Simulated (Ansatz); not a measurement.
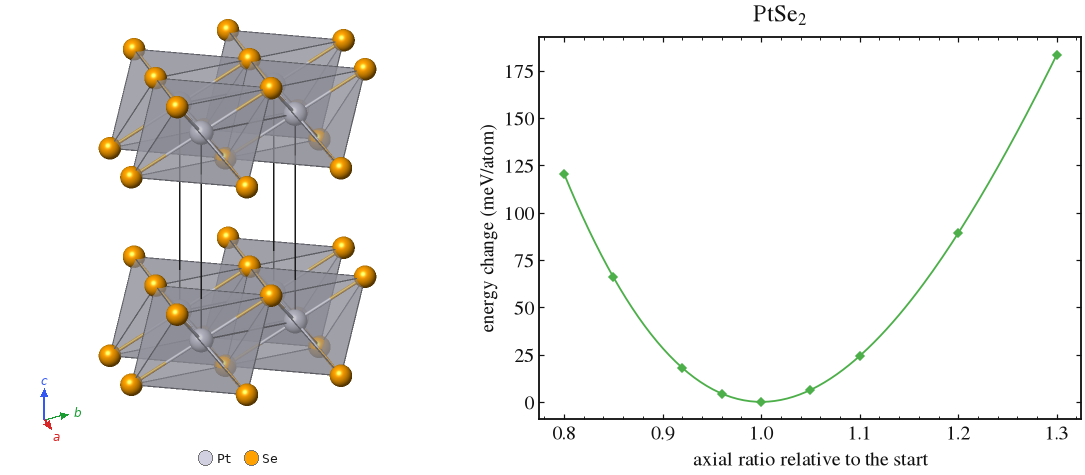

The plot gives the computed energy change against relative axial ratio for PtSe₂, space group P-3m1 (No. 164). The cell is drawn beside the plot.

The given structure:
```yaml
crystal:
  lattice:
    - [3.75166, 0.00000, 0.00000]
    - [-1.87583, 3.24903, 0.00000]
    - [0.00000, 0.00000, 6.52688]
  atoms:
    - { symbol: Pt, position: [0.00000, 0.00000, 0.00000] }
    - { symbol: Se, position: [0.33333, 0.66667, 0.20019] }
    - { symbol: Se, position: [0.66667, 0.33333, 0.79981] }
```

Calculation (Ansatz 0.2.0): deformation of a crystal at fixed volume, lengths along the axis scaled against those across it, fractional coordinates fixed, by plane-wave density functional theory with PAW datasets, free energies less that of the undisturbed cell, pressure positive in compression; scalar-relativistic. Level: PBE, no spin polarisation.

wave cutoff 420 eV; k mesh 12×12×6; occupations Gaussian; smearing width 0.05 eV; k shift (0, 0, 0) (mesh steps); start relaxed; path axial; axis direction (0, 0, 1) (Cartesian unit vector).

From this curve and the settings, what does the calculation give for the pressure and gap on the k mesh at the same points?

The pressure rises from −5.364 GPa at relative axial ratio 0.80 to 4.115 GPa at 1.30, and changes sign near 1.00. The gap on the k mesh stays open and runs from 0.213 eV at relative axial ratio 0.80 to 0.196 eV at 1.30, with its largest value, 1.047 eV, at 1.05.

| axial ratio relative to the start | pressure (GPa) | gap on the k mesh (eV) |
| --- | --- | --- |
| 0.80 | −5.364 | 0.213 |
| 0.85 | −3.846 | 0.370 |
| 0.92 | −1.909 | 0.551 |
| 0.96 | −0.916 | 0.702 |
| 1.00 | −0.011 | 0.868 |
| 1.05 | 0.995 | 1.047 |
| 1.10 | 1.865 | 0.961 |
| 1.20 | 3.216 | 0.646 |
| 1.30 | 4.115 | 0.196 |

Keep in mind: shape and atomic fractions are frozen while scaling, which makes layered, chain and framework solids too stiff.
